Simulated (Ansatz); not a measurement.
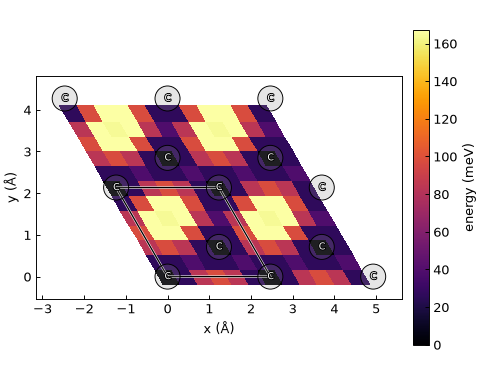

Energy landscape of Si on a two-dimensional sheet of C (8 atoms of substrate and one adsorbate in a 2 × 2 cell). Si is moved over the surface cell at a fixed height above a rigid substrate; the origin of the map has the adsorbate above C1; the height is held at 2.50 Å. Places are given modulo a cell vector. The map is drawn in real space over the plane of the surface. The scan uses a 6 × 6 grid; 7 points were computed and 29 follow by symmetry. Places are given in fractions of the 1 × 1 surface cell. All energies are given in meV relative to the lowest grid point. Energies and slopes of some neighbouring points disagree (a jump in structure or state, or too coarse a mesh). The magnetic moment jumps between some neighbouring points. At a fixed height the lowest place need not be the adsorption site. Level of theory: DFT PBE+D3(BJ), scalar-relativistic, plane waves, PAW (Ansatz 0.2.0). Settings: cutoff 420 eV, k-mesh 6×6×1, gaussian smearing 0.1 eV, spin-polarised.

Drawn: one coloured cell a grid point, labelled circles for the atoms of the top layer, the outline of one cell of the 2 × 2 shown. 

> What does the map say about the system?

The lowest grid point is at the top site over a surface C atom, (0/6, 0/6) of the cell vectors. The same energy is found at the top site over a surface C atom, (4/6, 2/6) of the cell vectors. The highest grid point, (1/6, 3/6) of the cell vectors [nearest 2 C at 2.73 Å], lies 167 meV above the lowest. At the lowest point the adsorbate has 1 C at 2.50 Å as nearest neighbours, at the highest 2 C at 2.73 Å.

Grid values (meV):

```tsv
second ↓, first →	0/6	1/6	2/6	3/6	4/6	5/6
5/6	26	98	167	167	98	26
4/6	83	167	164	167	83	39
3/6	98	167	167	98	26	26
2/6	83	98	83	26	0	26
1/6	26	26	39	26	26	39
0/6	0	26	83	98	83	26
```

The whole map (7 points run) took 5.6 min on 1 thread of Arm Neoverse V1 (shared host).
